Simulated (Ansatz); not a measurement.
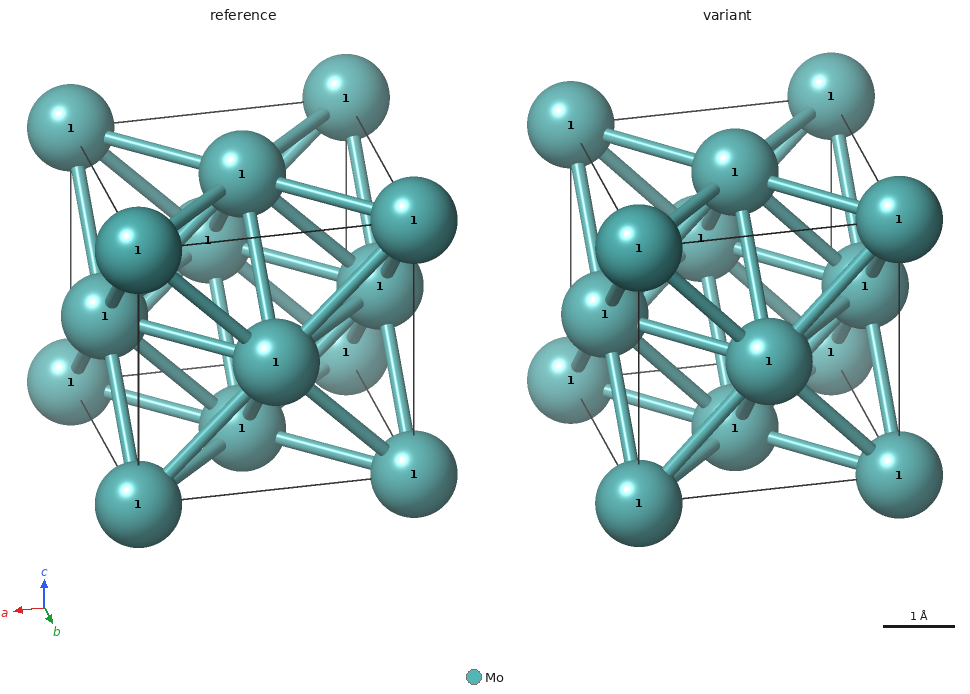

Left: a symmetric starting cell of Mo. Right: the same structure after one change, at the same scale. A ball-and-stick model of the conventional cell (4 times the calculation's cell), seen from a free direction. Lengths and directions refer to the drawn axes.

These are results of Ansatz 0.2.0, DFT PBEsol, scalar-relativistic, plane waves, PAW, not measurements. Set-up: plane-wave cutoff 420 eV; k-point mesh 16 × 16 × 16; occupations gaussian; smearing width 0.1 eV; no spin polarisation.

What distinguishes the right structure from the left one?

The cell is strained by −5.5 % along a and +0.5 % across it (volume −4.4 %), the atoms keeping their fractional coordinates. No relaxation follows. The starting cell wasn't computed here and needn't be at equilibrium, so pressure and forces aren't due to the change alone.

How do the computed properties respond?

Among the bonded contacts that change: Mo–Mo 2.850 → 2.781 to 2.865 Å. The space group (tolerance 0.01 Å) goes from Fm-3m (No. 225) to I4/mmm (No. 139). The pressure is −1.7 GPa (not all of it need come from the change, since the unchanged cell can be under pressure at this level too). The principal stresses (compression positive) are −10.5 GPa along a and 2.7 GPa across it. All forces vanish by symmetry.
